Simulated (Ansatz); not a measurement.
# Quasiparticle gap of BiPbO2I (I4mm), part 2 of 2

Aim: the quasiparticle gap of BiPbO2I (I4mm), starting from LDA.

Ansatz 0.2.0; LDA, then G0W0 on it, plane waves, PAW. Known limits of the many-body steps: finite bands, screening cutoff and k mesh; no spin-orbit coupling in G0W0.

So far. Step 3 (Bands along the symmetry lines): Over mesh and path the gap is 1.552 eV, from k = (0.000, 0.500, 0.000) to k = Γ. The least direct gap found is 1.951 eV, at k = (0.477, 0.523, -0.477).

## 4. One-shot GW

G0W0 replaces the xc potential by a self-energy built once from the orbitals of the start. Levels are corrected in the window of bands that the input names, at points of the mesh.

This step: G0W0 on LDA, plane waves, PAW.

Contents of input.yaml:

```yaml
crystal:
  lattice:
    - [-2.036731, 2.036731, 6.94164]
    - [2.036731, -2.036731, 6.94164]
    - [2.036731, 2.036731, -6.94164]
  atoms:
    - { symbol: Bi, position: [0.3332077825, 0.3332077825, 0.0] }
    - { symbol: Pb, position: [0.6658251473, 0.6658251473, 0.0] }
    - { symbol: I, position: [0.9866766767, 0.9866766767, 0.0] }
    - { symbol: O, position: [0.7571446968, 0.2571446968, 0.5] }
    - { symbol: O, position: [0.2571446968, 0.7571446968, 0.5] }
kpoints:
  mp_grid: { grid: [6, 6, 6] }
hamiltonian:
  xc: lda
  pseudopotentials: { kind: paw, source: ansatz }
scf:
  occupations: { method: fixed }
gw:
  n_empty_bands: 684
  ecut_chi: 190.0
  qp_bands: [v2, c2]
  qp_kpoints: band_edges
  screening: { model: contour_deformation }
```

On the command line:

```sh
$ ansatz run input.yaml --threads 4 --pin off --max-ram 138240MiB --backend cuda --events-out ev --progress --plain --runs-dir out --devices 1 --max-vram 26GiB
```

Numbers of over 12 decimals in the logs are rounded to 6 here.

Log:

```text
GPUs: using 1 of 1 available (devices: 1).
[...]
GPU FFT provider: cuFFT
GPU libraries: cuBLAS 13.8.2, cuFFT 12.4.0, cuSOLVER 12.3.4
Crystal: 5 atoms, lattice volume = 115.183 Å³
Basis set: ecut = 930 eV, 7411 PW (Γ)
Bands: 45, of which v1, the nominal top of the filled ones, is band 37 counted from 1 (36 counted from 0)
Symmetry: 8 space group operations
[...]
k-points: 30 of 216 (time reversal used)
[...]
GPU buffer pool allocated for 729000 grid points (all kernels)
[...]
SCF iter   1: F=—  HF=-39216.574320 eV  |F-HF|=—  |Δ(HF+E_count)|=         —  Δρ=4.41e-2  dr2=2.49e0  ethr=3.10e-3  ⟨swp⟩=4.0  Hψ=4082  notcnv=0  defer=174
[...]
SCF iter   9: F=-39215.752967 eV  HF=-39215.752967 eV  |F-HF|=4.18e-9  |Δ(HF+E_count)|=   8.61e-8  Δρ=4.70e-6  dr2=2.07e-8  ethr=1.35e-10  ⟨swp⟩=9.7  Hψ=5197  notcnv=0
SCF 1 converged in 9 iterations: F = -39215.752967 eV  dr2 = 2.07e-8
[...]
the band table was solved once the SCF had ended and its energy, with any forces and stress, was formed, with the checks that follow a solve (5182 applications of the Hamiltonian). They found nothing against the state; the energy, forces and stress were not computed again (output.eigenvalues in the input reference)
[...]
NSCF: frozen V_eff on 30 k-points
G₀W₀ screening: q 1/30
[... further progress lines ...]
[...]
SCF converged after 9 iterations
Free energy (F): -39215.752967 eV
[...]
Internal energy: -39215.752967 eV  (E = F + TS)
E sigma→0 (E₀):  -39215.752967 eV
Fermi energy:    8.696698 eV
[...]
--- Band table (eV; the first three rows and the last of 30) ---
  k-point 0: bands = [... 33 lower, 7.1306, 8.0715, 8.2290, 8.2290, 10.2461, 12.9564, 13.7520, 13.7520, ... 4 higher]
  k-point 1: bands = [... 33 lower, 7.4711, 7.8640, 8.0137, 8.3040, 11.2894, 12.6119, 13.0675, 13.4085, ... 4 higher]
  k-point 2: bands = [... 33 lower, 7.2507, 7.4823, 7.7563, 8.0773, 11.0407, 11.7419, 13.4262, 13.8618, ... 4 higher]
  k-point 29: bands = [... 33 lower, 7.2575, 8.3088, 8.3573, 8.3573, 10.3184, 12.2597, 12.9662, 12.9662, ... 4 higher]
--- G₀W₀: contour deformation, 7 samples at zero and on the imaginary axis and 2 off it, 216 q-points, 684 empty bands' worth ---
  eigenvalues of the whole cell's RPA ε∞ on this k-mesh (on a slab, of 1 + 4πα/V) = 6.0947, 7.7170, 7.7170; static W/v taken at q = 0 is 0.130402
  bands read: the sum over 721 bands ends inside a degenerate multiplet in 2 slots, whose members it reads at an even weight; the widest, k=25: bands 721 to 722 (counted from 1) at 1/2 each
  gw.qp_kpoints: band_edges: 24 of 30 stored k-points solved, in 1 pass; an edge of the gap read off the rows below is read off those points alone
    valence top: of the k-points left out ik 8 came nearest to being solved in a further pass, in band 37 (counted from 1, as in the quasiparticle table): it holds the edge there only if its correction is more favourable than any solved in that band by at least 0.392 eV; those differ by 0.301 eV
    conduction bottom: of the k-points left out ik 13 came nearest to being solved in a further pass, in band 38 (counted from 1, as in the quasiparticle table): it holds the edge there only if its correction is more favourable than any solved in that band by at least 0.926 eV; those differ by 0.162 eV
    ik  band        ε_KS         Σx   Σc(E_QP)       V_xc       Z   E_QP_lin       E_QP  E_QP is
     0    36      8.2290   -17.1567     1.7598   -14.6756  0.7505     7.4952     7.5078  root
     0    37      8.2290   -17.1567     1.7598   -14.6756  0.7505     7.4952     7.5078  root
     0    38     10.2461    -9.7407    -3.4117   -13.5327  0.7979    10.6280    10.6264  root
     0    39     12.9564    -9.3683    -4.1768   -14.0543  0.7853    13.4704    13.4656  root
     1    36      8.0137   -19.0469     1.9393   -16.5917  0.7446     7.4920     7.4978  root
     1    37      8.3040   -20.9154     2.2862   -18.1556  0.7445     7.8263     7.8304  root
     1    38     11.2894   -10.4545    -3.6539   -14.5014  0.7860    11.6847    11.6825  root
     1    39     12.6119    -9.5289    -4.1057   -14.2167  0.7840    13.1998    13.1940  root
     2    36      7.7563   -18.0077     1.9872   -15.3583  0.7444     7.0832     7.0943  root
     2    37      8.0773   -19.2007     2.0525   -16.5475  0.7496     7.4692     7.4767  root
     2    38     11.0407    -9.7993    -3.5974   -13.8728  0.7935    11.5197    11.5168  root
     2    39     11.7419    -9.7416    -3.5338   -13.7543  0.7875    12.2240    12.2208  root
     3    36      7.7761   -26.1788     4.5658   -21.2656  0.7042     7.4262     7.4286  root
     3    37      7.8176   -17.6614     1.9851   -14.9623  0.7481     7.0914     7.1036  root
     3    38     10.7442    -8.6989    -3.5102   -12.6405  0.8029    11.1778    11.1756  root
     3    39     12.2923   -10.4552    -4.0524   -15.0330  0.7812    12.8224    12.8177  root
     4    36      8.2653   -21.7398     2.5242   -18.7976  0.7391     7.8441     7.8473  root
     4    37      8.3370   -17.2071     1.7272   -14.7505  0.7523     7.5951     7.6076  root
     4    38     11.0473   -10.6752    -3.5246   -14.5919  0.7854    11.4415    11.4394  root
     4    39     12.5308    -8.9569    -4.0097   -13.5161  0.7920    13.0850    13.0803  root
     5    36      7.9778   -19.6581     2.2340   -16.8592  0.7434     7.4062     7.4130  root
     5    37      8.4200   -19.5453     1.9855   -16.9827  0.7490     7.8362     7.8429  root
     5    38     11.3045    -9.9529    -3.6451   -14.0749  0.7889    11.7845    11.7813  root
     5    39     12.5991    -9.4665    -3.9602   -13.9793  0.7816    13.1571    13.1517  root
     7    36      8.3250   -21.4880     2.4621   -18.5783  0.7404     7.8737     7.8774  root
     7    37      8.5705   -17.4048     1.6707   -14.9914  0.7554     7.8156     7.8279  root
     7    38     11.8348   -10.9639    -3.8055   -15.2956  0.7749    12.3658    12.3610  root
     7    39     12.5269   -10.2266    -3.9056   -14.6924  0.7783    13.0924    13.0870  root
    10    36      8.0076   -19.3292     1.9660   -16.8305  0.7461     7.4690     7.4750  root
    10    37      8.4108   -20.8148     2.2507   -18.0877  0.7442     7.9302     7.9345  root
    10    38     11.2410   -10.2989    -3.6948   -14.4106  0.7872    11.6604    11.6579  root
    10    39     12.5263    -9.3738    -4.0233   -13.9530  0.7877    13.0871    13.0822  root
    11    36      8.3997   -21.1111     2.1774   -18.4920  0.7455     7.9546     7.9580  root
    11    37      8.6967   -17.5429     1.6444   -15.1495  0.7568     7.9356     7.9477  root
    11    38     12.1050   -10.8570    -3.5747   -14.9592  0.7769    12.6366    12.6325  root
    11    39     12.7344   -11.5309    -4.2286   -16.3732  0.7547    13.3572    13.3481  root
    12    36      7.9726   -19.2437     2.2695   -16.3744  0.7411     7.3643     7.3727  root
    12    37      8.4264   -20.0184     2.0238   -17.4619  0.7482     7.8883     7.8938  root
    12    38     11.5471   -10.5027    -3.7506   -14.7574  0.7822    12.0551    12.0512  root
    12    39     12.7646    -9.6708    -3.9851   -14.2102  0.7777    13.3246    13.3189  root
[...]
27    36      8.5486   -21.6867     2.3161   -18.9591  0.7424     8.1343     8.1372  root
    27    37      8.6125   -17.5546     1.6855   -15.1266  0.7554     7.8580     7.8701  root
    27    38     11.8835   -11.5645    -3.8168   -15.9240  0.7680    12.4318    12.4263  root
    27    39     12.6819   -10.9433    -3.7994   -15.3050  0.7740    13.2494    13.2442  root
    28    36      7.8931   -18.6147     1.9187   -16.0927  0.7485     7.2817     7.2899  root
    28    37      8.5866   -20.8094     2.1052   -18.2558  0.7464     8.1346     8.1381  root
    28    38     11.1618   -10.3645    -3.7293   -14.5459  0.7868    11.6169    11.6139  root
    28    39     12.6048    -9.7313    -3.9995   -14.3043  0.7878    13.1835    13.1783  root
    29    36      8.3573   -17.4682     1.7678   -14.9681  0.7516     7.6126     7.6251  root
    29    37      8.3573   -17.4682     1.7678   -14.9681  0.7516     7.6126     7.6251  root
    29    38     10.3184    -9.5129    -3.6045   -13.5366  0.8013    10.7396    10.7376  root
    29    39     12.2597    -8.8099    -3.9852   -13.3070  0.7950    12.7756    12.7716  root
```

Wall time 8.9 min (1 × NVIDIA H100 80GB HBM3 (shared by 3 runs) with 4 threads of AMD EPYC 7R13 (Zen 3), shared host); peak memory 6.8 GiB.

Numbers from this step:

```
bands summed                                    : 721
RPA ε∞ on this mesh (eigenvalues)               : 6.095, 7.717, 7.717
plane waves in the screening matrix             : 699
q-points in the mesh                            : 216
G0W0 gap over the corrected points              : 2.488 eV
k of the valence top                            : 0.3333, -0.3333, -0.5
k of the conduction bottom                      : 0, 0, 0
starting gap on the mesh                        : 1.549 eV
Z at the valence top                            : 0.7464
Z at the conduction bottom                      : 0.7979
least direct G0W0 gap over the corrected points : 3.112 eV
```

Over 24 of 30 irreducible mesh points the G0W0 gap is 2.488 eV, from k = (0.333, -0.333, -0.500) to k = Γ. The LDA gap of this run on the mesh is 1.549 eV. Other states bound it: the two that bound the G0W0 gap lie 1.659 eV apart in LDA, so state for state the correction is 2.488 − 1.659 = +0.829 eV, while gap against gap it is 2.488 − 1.549 = +0.939 eV. The start of this run differs from the step before in mesh (8×8×8 and 6×6×6), files (soft_1 PAW and hard PAW) and plane-wave cutoff (420 eV and 930 eV).

Labels follow the order of the start: v1 is the top filled band, c1 the lowest empty one; levels that stay degenerate share a row, the window can cut a multiplet, doubted levels are not marked in this list, bands outside the window were not corrected, and the list may be a part of the corrected levels. The levels before and after the correction (eV, zero at the valence-band top of each column):

```csv
,conduction bottom,valence top
Kohn-Sham,1.55,0.00
G0W0,2.49,0.00
```

```csv
,level,occupation,energy (eV)
Kohn-Sham,Γ v2-v1,2,-0.468
Kohn-Sham,Γ c1,0,1.549
Kohn-Sham,Γ c2,0,4.260
Kohn-Sham,(0.333 -0.333 -0.5) v2,2,-0.804
Kohn-Sham,(0.333 -0.333 -0.5) v1,2,-0.110
Kohn-Sham,(0.333 -0.333 -0.5) c1,0,2.465
Kohn-Sham,(0.333 -0.333 -0.5) c2,0,3.908
G0W0,Γ v2-v1,2,-0.630
G0W0,Γ c1,0,2.488
G0W0,Γ c2,0,5.327
G0W0,(0.333 -0.333 -0.5) v2,2,-0.848
G0W0,(0.333 -0.333 -0.5) v1,2,0.000
G0W0,(0.333 -0.333 -0.5) c1,0,3.476
G0W0,(0.333 -0.333 -0.5) c2,0,5.040
```

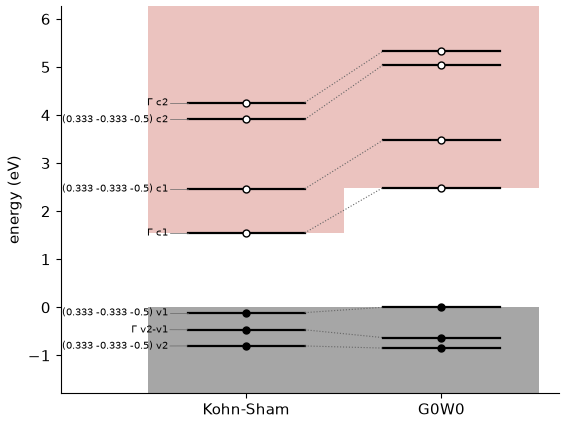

Levels before and after the correction. Shaded: valence and conduction bands. Filled marks are occupied levels, open marks empty ones.

The parts of the quasiparticle energy for the two states that bound the G0W0 gap, in eV on the run's own scale (QP = start + Σx + Σc − Vxc, with Σc at the quasiparticle energy):

```csv
edge,k,band,start,Σx,Σc,Vxc,Z,QP
valence top,"(0.333, -0.333, -0.500)",37,8.587,−20.809,2.105,−18.256,0.746,8.138
conduction bottom,Γ,38,10.246,−9.741,−3.412,−13.533,0.798,10.626
```

## 5. Side by side

Each gap is the least one over the points named; times are wall times on shared hosts, not benchmarks. A G0W0 time includes the run's own self-consistent start. Rows marked * are further runs, not shown as steps, whose inputs differ from the G0W0 step on the same start in the columns given; solver thresholds can differ too.

```csv
level,mesh,"files, cutoff","bands summed, screening",points,gap (eV),valence top,conduction bottom,least direct gap (eV),time
LDA,8×8×8,"soft_1 PAW, 420 eV",-,mesh and path,1.552,"(0.000, 0.500, 0.000)",Γ,1.951,4.8 s
G0W0@LDA*,6×6×6,"hard PAW, 930 eV","338, 110 eV",25 of 30 irreducible mesh points,2.364,"(0.333, -0.333, 0.333)",Γ,3.084,4 min
G0W0@LDA,6×6×6,"hard PAW, 930 eV","721, 190 eV",24 of 30 irreducible mesh points,2.488,"(0.333, -0.333, -0.500)",Γ,3.112,8.9 min
```

## 6. What came out

| Quantity | Value |
| --- | --- |
| LDA gap over mesh and path | 1.552 eV, from k = (0.000, 0.500, 0.000) to k = Γ |
| G0W0@LDA gap over 24 of 30 irreducible mesh points | 2.488 eV, from k = (0.333, -0.333, -0.500) to k = Γ |
| GW settings | 6×6×6 mesh, 684 empty bands, screening to 190 eV, hard PAW files |
| known limits | finite bands, screening cutoff and k mesh; no spin-orbit coupling in G0W0 |

Over 24 of 30 irreducible mesh points the G0W0 gap is 2.488 eV, from k = (0.333, -0.333, -0.500) to k = Γ. The LDA gap of this run on the mesh is 1.549 eV. Other states bound it: the two that bound the G0W0 gap lie 1.659 eV apart in LDA, so state for state the correction is 2.488 − 1.659 = +0.829 eV, while gap against gap it is 2.488 − 1.549 = +0.939 eV. The valence state moves by 8.138 − 8.587 = −0.449 eV and the conduction state by 10.626 − 10.246 = +0.380 eV, on the run's own scale; how far single levels stand from their limit in bands is not shown. Both edges that LDA shows over mesh and path lie at k points where levels were corrected. G0W0 has the valence top at another k point than that. Levels at other points were not corrected, so a lower G0W0 gap elsewhere in the zone is not ruled out. From 338 bands and 110 eV to 721 bands and 190 eV the gap moves by 2.488 − 2.364 = +0.124 eV; bands and screening cutoff rise together, so their parts are not told apart. The states that bound the gap change along the series, so no limit is drawn and it is not known. The G0W0 runs are scalar-relativistic; no run with spin-orbit coupling is shown, so its effect in this cell, which holds Bi, I and Pb, is not known. No pair of G0W0 runs that differ in the mesh alone is shown (6×6×6 is a supercell whose nearest images lie 24 Å apart), so the error from the mesh is not known here. G0W0 is shown with one set of atomic data (hard PAW), so the error from the files is not known here. Failed or unusable runs on LDA in this series, left out of the table: G0W0@LDA (10×10×10 mesh, hard PAW files, 930 eV, 301 empty bands) reached its time limit after 17 min.

[Paths, hosts, dates, memory and timing lines, banners, echoed tables and standing remarks are left out of the program output.]

[Logs are printed without paths, hosts, clocks, repeated set-up lines and the standing remarks that a program may print on its own settings, such as how far it seeks lower states.]

[Runs of the session that timed out or met a known fault of the program may be left out.]

[Cells called generated may have been cut or substituted from an entry of the Crystallography Open Database or the Materials Project.]

[Hosts, paths, dates, database ids (printed as entryN), source tags and the programs' standing remarks are cut or masked in the printed files.]

[Where an RPA ε∞ is given, it is that of the G0W0 mesh and is not shown converged in it. Names of k-points follow the symmetry that the program found, which can be lower than the space group named. Band edges on a path are those of the sampled points; other points can move an edge, and change direct to indirect where valleys lie close.]

[Hybrid gaps are those of their k-mesh and are not shown converged in it.]
